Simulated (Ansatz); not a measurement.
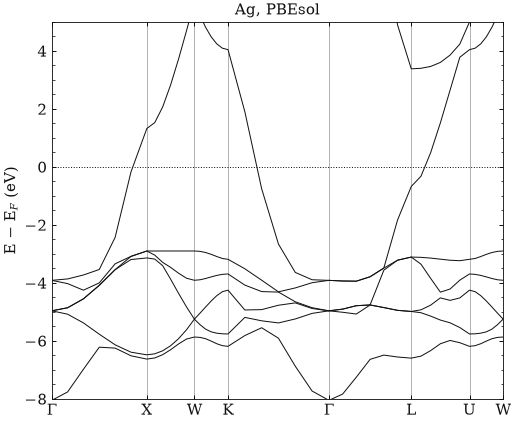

Band structure. Energies are counted from the Fermi level. The path runs straight from each named point to the next. The path has few k points, so lines between them are rough.

What lattice type does the k path imply?

A face-centred cubic lattice: the path Γ–X–W–K–Γ–L–U–W runs through the special points of its Brillouin zone.

Calculation on fcc Ag, space group Fm-3m (No. 225), 1 atom in the primitive cell; cubic a = 4.085 Å.

Method: PBEsol, PAW data sets made for the crystal, no spin polarisation, no spin-orbit coupling, 11×11×11 k mesh, Fermi-Dirac smearing of 0.05 eV (Ansatz).

Metal, semiconductor or insulator?

A metal: bands cross the Fermi level along this path.

Which levels at X lie nearest to the Fermi level?

At X the nearest levels lie 2.90 eV below and 1.32 eV above the Fermi level.

Bands are joined in order of energy, so crossings between the computed points show as kinks or gaps.
